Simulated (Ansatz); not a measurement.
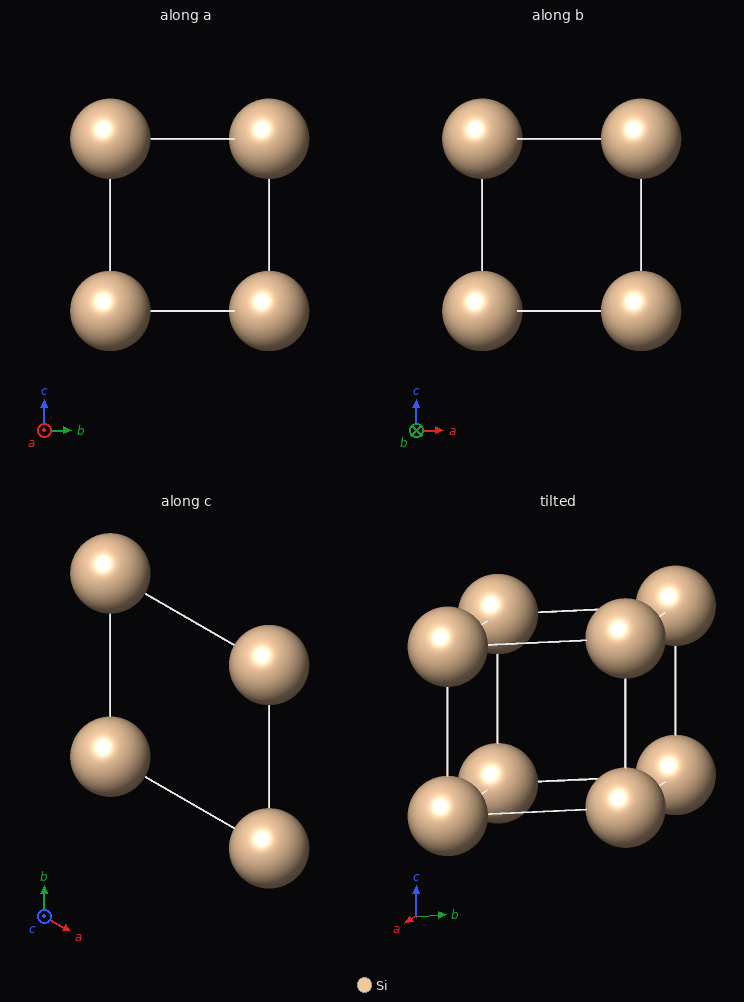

This spheres-only model is shown along the a axis, along the b axis, along the c axis and slightly off an axis. The box is the conventional unit cell; atoms on or close to its faces, edges and corners are drawn wherever they repeat.

Lattice parameters: a = 2.648 Å, b = 2.648 Å, c = 2.487 Å, α = 90.00°, β = 90.00°, γ = 120.00°. Put a along x and b in the xy plane.

### Set out the cell and atoms as a POSCAR file.

```
Si
1.0
     2.648    0.000    0.000
    -1.324    2.293    0.000
     0.000    0.000    2.487
Si
1
Direct
  0.0000 0.0000 0.0000
```

Origin of the cell: a random cell made by a generator, so it need not be a real form of the element. Earlier steps of the study may have refined or changed the cell and positions. Ansatz was used for an electronic-structure calculation on it.
